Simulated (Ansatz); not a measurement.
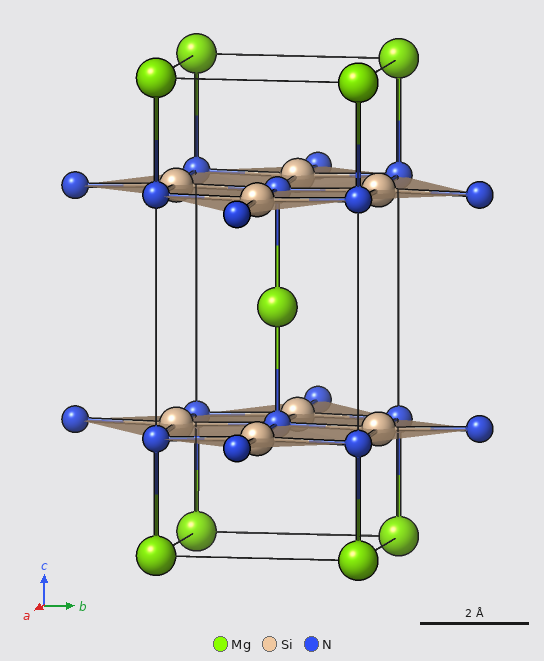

Structure drawing (polyhedral), viewed slightly off an axis. Thin lines show the conventional unit cell, with boundary atoms drawn in all their periodic places. A few atoms beyond the faces are included. Cell: a = 3.84 Å, b = 3.84 Å, c = 8.97 Å, α = 90.00°, β = 90.00°, γ = 90.00°.

Origin of the cell: a structure type filled with these elements by a generator (whether the compound takes this form wasn't checked). Earlier steps of the study may have refined or changed the cell and positions. It went into a calculation with Ansatz.

Question: Describe the crystal.

Answer: Formula: MgSi2N2. The structure has I4/mmm (No. 139) symmetry and a body-centred tetragonal lattice. The structure is of the kind named ThCr₂Si₂ type. Atoms per cell: 10 (2 Mg, 4 Si, 4 N). The polyhedra are SiN4 squares; they share corners and edges. About every Mg there are two N in a linear arrangement at about 2.2 Å. Around each Si lie four N in a square planar arrangement at about 1.9 Å. The neighbours of N are four Si and one Mg in a distorted square pyramidal arrangement (about 1.9 Å to Si, 2.2 Å to Mg).

Run with Ansatz 0.2.0, DFT PBE, scalar-relativistic, plane waves, PAW and these settings: E_cut = 420 eV, k-points about 0.17 Å⁻¹ apart, Gaussian smearing of 0.1 eV, no spin polarisation.

Question: Does it come out as a metal, or with a gap?

Answer: A metal: bands cross the Fermi level.

Question: How are the electrons shared out in a Bader analysis?

Answer: Mg +1.50 e; Si +1.62 e; N -2.37 e.

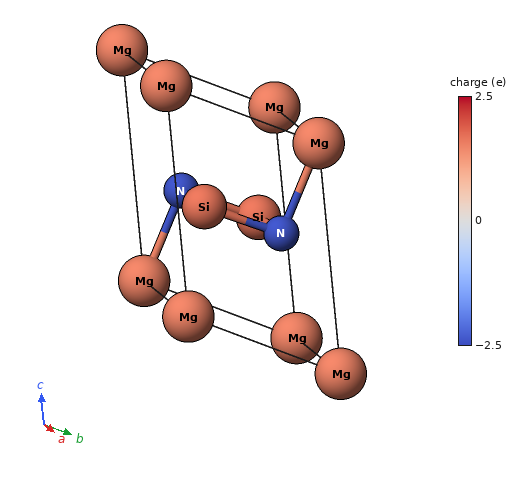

The atoms coloured by those charges. The run's cell of 5 atoms is drawn in a reduced setting, so axes and origin can differ from the first picture.

Question: Does this geometry sit at a stationary point of the energy?

Answer: Yes. All forces vanish to within 0.01 eV/Å. The pressure is 0.0 GPa, close to zero.
